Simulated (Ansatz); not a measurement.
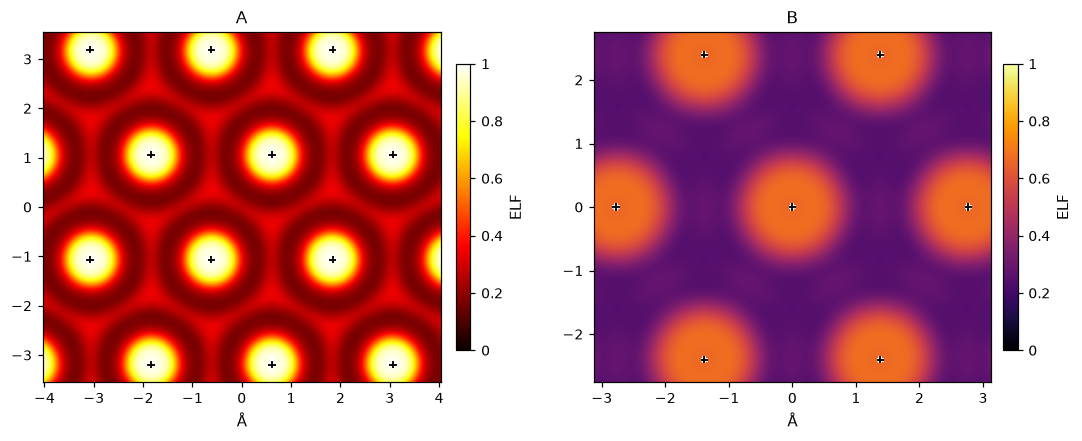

The electron localisation function of 2 systems, each on a plane through atoms (crosses mark nuclei in the plane).

Level of theory: DFT PBEsol, scalar-relativistic, plane waves, PAW in Ansatz.

System 1: Pt, the (111) plane of the conventional cell. Space group Fm-3m.

```xyz
4
Lattice="3.9181 0.0000 0.0000 0.0000 3.9181 0.0000 0.0000 0.0000 3.9181" Properties=species:S:1:pos:R:3 pbc="T T T"
Pt    0.0000    0.0000    0.0000
Pt    1.9590    1.9590    0.0000
Pt    1.9590    0.0000    1.9590
Pt    0.0000    1.9590    1.9590
```

System 2: Co, the (001) plane of the conventional cell. Space group P6₃/mmc; spin-polarised.

```
CELL_PARAMETERS angstrom
2.45642 0.00000 0.00000
-1.22821 2.12732 0.00000
0.00000 0.00000 3.96941
ATOMIC_POSITIONS crystal
Co 0.33333 0.66667 0.25000
Co 0.66667 0.33333 0.75000
```

Question: Which map belongs to which system?

Answer: Panel A is system 2, Co: the plane holds Co. Co–Co (2.46 Å): the ELF is about 0.25 at the midpoint: no shared electron pair shows on this line. Panel B is system 1, Pt: the plane holds Pt. Pt–Pt (2.77 Å): the ELF is about 0.30 at the midpoint; no shared electron pair shows on this line.
